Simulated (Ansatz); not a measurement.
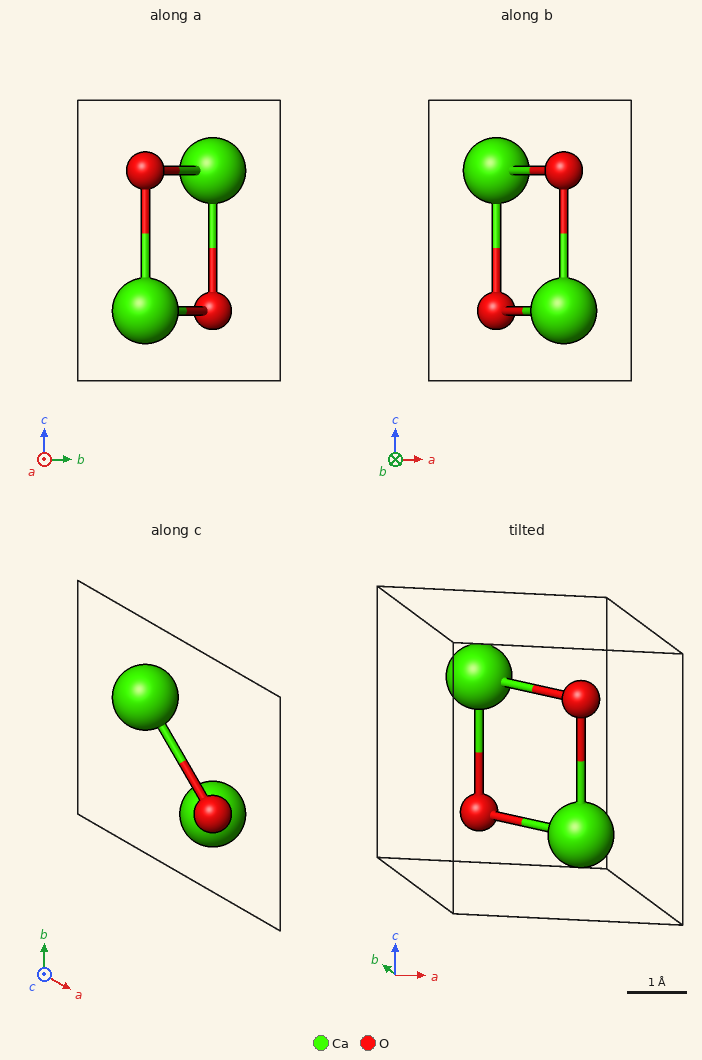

The image is a ball-and-stick drawing of a crystal, viewed along the a axis, along the b axis, along the c axis and slightly off an axis. The edges of the conventional unit cell are marked.

Lattice parameters: a = 4.004 Å, b = 4.004 Å, c = 4.808 Å, α = 90.00°, β = 90.00°, γ = 120.00°.

> Give the structure in the form of a table of Wyckoff sites.

Space group P6_3/mmc (No. 194).
```csv
atom,site,x,y,z
Ca,2d,0.3333,0.6667,0.7500
O,2c,0.3333,0.6667,0.2500
```

Origin of the cell: a structure type filled with these elements by a generator (whether the compound takes this form wasn't checked). The structure drawn was relaxed with DFT, PBE, PAW with Ansatz's default frozen-core files, scalar-relativistic in Ansatz.
